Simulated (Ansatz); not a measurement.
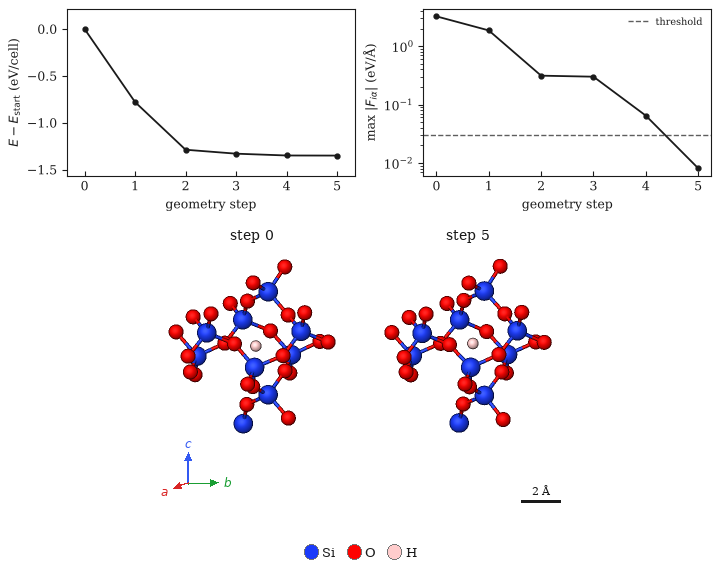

First and last geometry of a relaxation of a defect cell of composition Si24O48H, with the history of the run. Style: ball-and-stick. Shown: the atoms within 5.0 Å of the atom that moves most (axes of the cell of the calculation), slightly off an axis.

Method: Ansatz 0.2.0, DFT, PBEsol, PAW, plane waves. (plane-wave cutoff 420 eV; k-point mesh 1 × 1 × 1; mesh shifted by (0.25, 0.25, 0.25); collinear spin; atoms relaxed in a fixed cell; force threshold 0.03 eV/Å; at most 80 steps)

Did the run converge, and what did it change?

Answer. It converged. The largest move is that of the H atom, 0.14 Å roughly along [0 1 2]. Largest moves by element: H 0.14 Å, O 0.10 Å, Si 0.07 Å. The lattice vectors keep their values. Some distances before and after: O–Si 1.670 → 1.620 Å, O–Si 1.581 → 1.620 Å, O–Si 1.646 → 1.620 Å, O–Si 1.603 → 1.618 Å. Bond angles that change, for instance: Si–O–Si 142.2° → 147.0°, O–Si–O 113.9° → 110.8°, O–Si–O 108.1° → 111.2°. The energy falls by 1.351 eV per cell of the calculation in 5 geometry steps. The largest force component goes from 3.3 to 0.0081 eV/Å.
